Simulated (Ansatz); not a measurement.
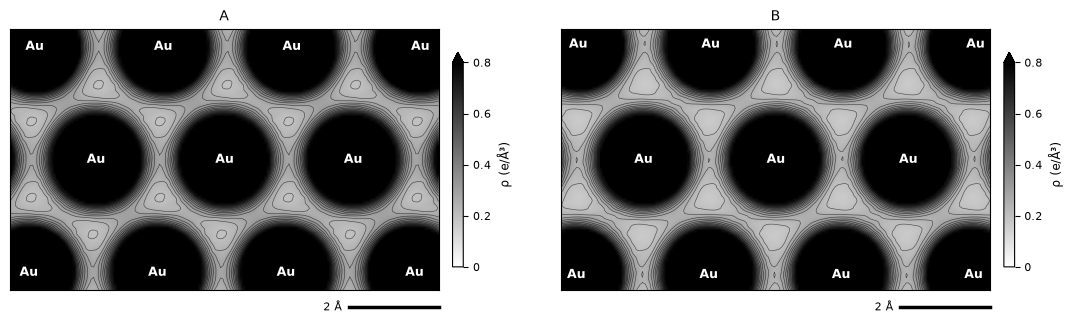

Au. The valence electron density of two cells that differ in size and shape, on the (010) plane of each (indices in the axes of the calculation cell), at one length scale and on one colour scale; one has 17.1 and the other 18.4 Å³ an atom.

Space group I4/mmm; computed without spin polarisation.

Method: DFT PBE, scalar-relativistic, plane waves, PAW in Ansatz.

The density is the valence pseudo-density of a PAW calculation; it isn't the true density close to the nuclei.

The larger cell:

```xyz
1
Lattice="0.0000 2.1069 2.0762 2.1069 0.0000 2.0762 2.1069 2.1069 0.0000" Properties=species:S:1:pos:R:3 pbc="T T T"
Au    0.0000    0.0000    0.0000
```

The smaller cell: a = 2.872 Å, b = 2.872 Å, c = 2.936 Å, α = 59.26°, β = 59.26°, γ = 61.49°.

> Which panel shows the smaller cell, and what does the compression change?

Panel A is the smaller cell, by 7 % in volume. From the larger cell to the smaller, Au–Au goes from 2.96 to 2.87 Å, and the density at its midpoint from 0.25 to 0.29 e/Å³; the pressure goes from −3.3 to 8 GPa.
